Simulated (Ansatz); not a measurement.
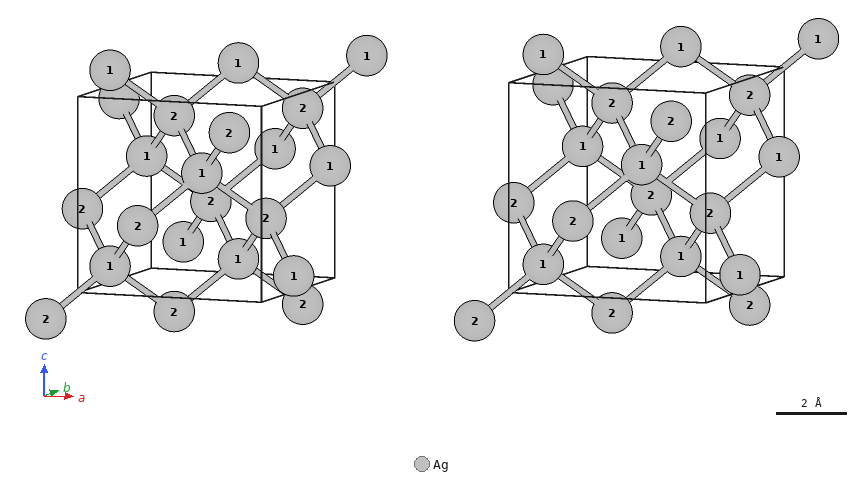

Two geometries of crystalline Ag (a generated structure, set up in Fd-3m), drawn at one scale. One is the start of a relaxation, the other its converged end. A ball-and-stick model of the conventional cell (4 times the calculation's cell), seen slightly off an axis. Lengths and directions refer to the drawn axes.

Theory: DFT, r2SCAN, plane waves (500 eV) with PAW, scalar-relativistic (Ansatz). Settings: plane-wave cutoff 500 eV; k-point mesh 10 × 10 × 10; occupations fermi dirac; smearing width 0.1 eV; no spin polarisation; cell and atoms relaxed; force threshold 0.01 eV/Å; at most 60 steps.

Question: Which one is relaxed?

Answer: The right one is the relaxed one. Phase: diamond. Over 5 accepted moves (7 points after the start) the energy falls by 188 meV per atom. All forces vanish by symmetry, so only the cell relaxes. The pressure goes from 14.31 to 0.00 GPa. The SCF was repeated twice at an unchanged geometry on a basis and grid sized afresh for the cell, which shifted the energy by 3.1 meV per atom at most. No atom moves by more than 0.005 Å relative to the cell. The drawn cell changes as follows: a = b = c 5.690 → 6.095 Å (+7.1 %); the volume changes by +22.9 %. Among the contacts that change: Ag1–Ag2 2.464 → 2.639 Å. The space group stays Fd-3m (No. 227).
